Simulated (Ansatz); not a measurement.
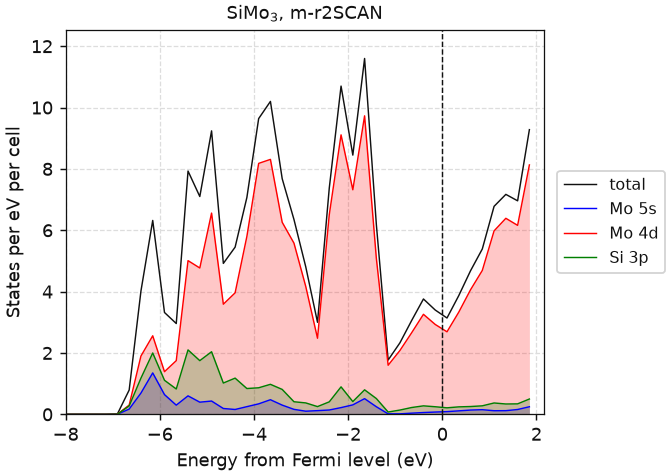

Describe the figure.

Density of states of SiMo₃, space group Pm-3n, 8 atoms in the cell, a database entry, rescaled. Computed with Ansatz: DFT with m-r2SCAN, PAW plane waves, no spin polarisation, 7×7×7 k mesh, 500 eV cutoff. Energies are counted from the Fermi level. The partial curves are projected on Löwdin-orthogonalised atomic shells.

It is a metal. The density of states at the Fermi level is about 3.3 per eV and cell (mean within 0.25 eV), or 0.41 per atom. By projected weight, the states within 0.3 eV of the Fermi level are Mo 4d (90 %).
